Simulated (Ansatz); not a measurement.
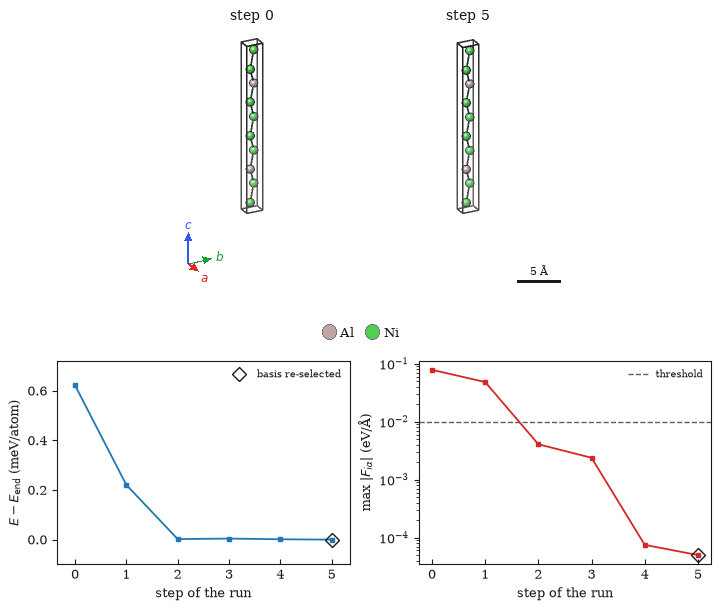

First and last geometry of a relaxation of solid AlNi₄ (a generated structure, set up in P6_3/mmc), with the history of the run. A ball-and-stick model of the cell of the calculation, seen slightly off an axis.

Computed with DFT PBE, scalar-relativistic, plane waves, PAW in Ansatz. Set-up: plane-wave cutoff 420 eV; k-point mesh 18 × 18 × 2; occupations gaussian; smearing width 0.1 eV; collinear spin; cell and atoms relaxed; force threshold 0.01 eV/Å; at most 80 steps.

Q: Did the run converge, and what did it change?

A: It converged. After 4 accepted moves (5 points after the start) the energy has fallen by 0.6 meV per atom. Largest force component: 0.078 eV/Å at the start, under 0.0001 eV/Å at the end. Pressure: 0.05 GPa at the start and 0.00 GPa at the end. At 1 point the geometry stayed and the basis and grid were re-selected for the new cell (energy shift of less than 0.05 meV per atom at most each time). The largest moves relative to the cell, 0.007 Å, are those of Ni atoms. Al stays in place. The drawn cell changes as follows: a = b 2.587 → 2.597 Å (+0.4 %), c 19.862 → 19.734 Å (−0.6 %); the volume changes by +0.1 %. Near-neighbour distances that change, for instance: Al–Ni 2.459 → 2.448 Å, Ni–Ni 2.587 → 2.597 Å, Al–Al 2.587 → 2.597 Å, Ni–Ni 2.481 → 2.473 Å. The space group stays P6_3/mmc (No. 194).
